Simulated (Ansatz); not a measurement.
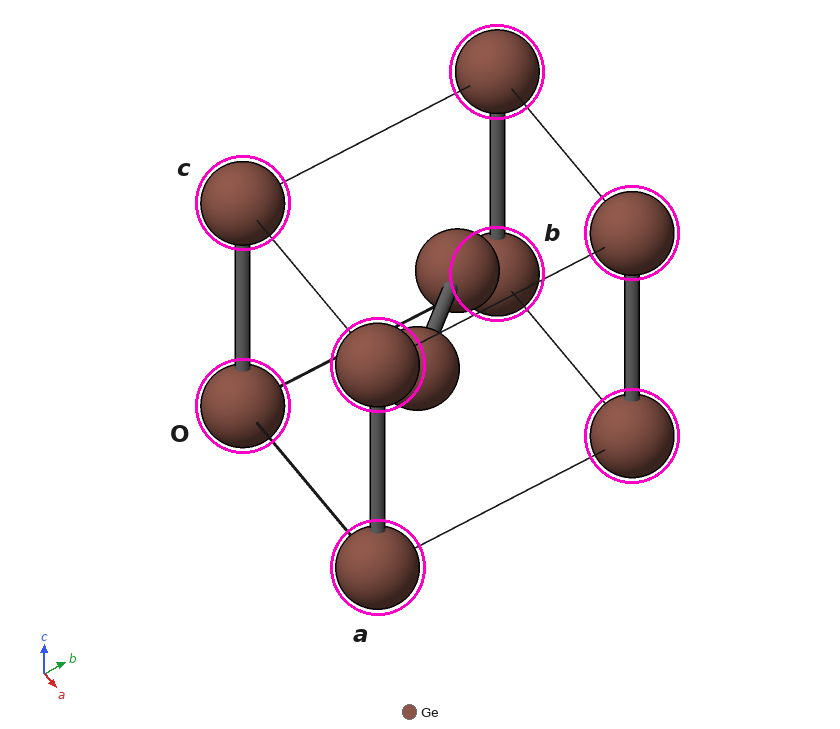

Crystal: Ge, coordinates from a relaxation with DFT, RPBE, plane waves (420 eV) with PAW, scalar-relativistic (Ansatz 0.2.0); the starting structure was generated, so it need not be a known form of this composition. One unit cell; the ringed atoms, with their copies on corners, edges and faces, form one crystallographic orbit. Symmetry computed with spglib at a tolerance of 0.002 Å; standard conventional cell.

a = 4.947 Å, b = 4.947 Å, c = 2.812 Å, α = 90.00°, β = 90.00°, γ = 120.00°; space group P6/mmm (No. 191).

**Which Wyckoff position do the ringed atoms fill?**

Ge on 1a, site symmetry 6/mmm: 24 operations a cell over 24 that keep the site give 1 atom, with 0 free parameters.

**List their coordinates.**

(0, 0, 0).
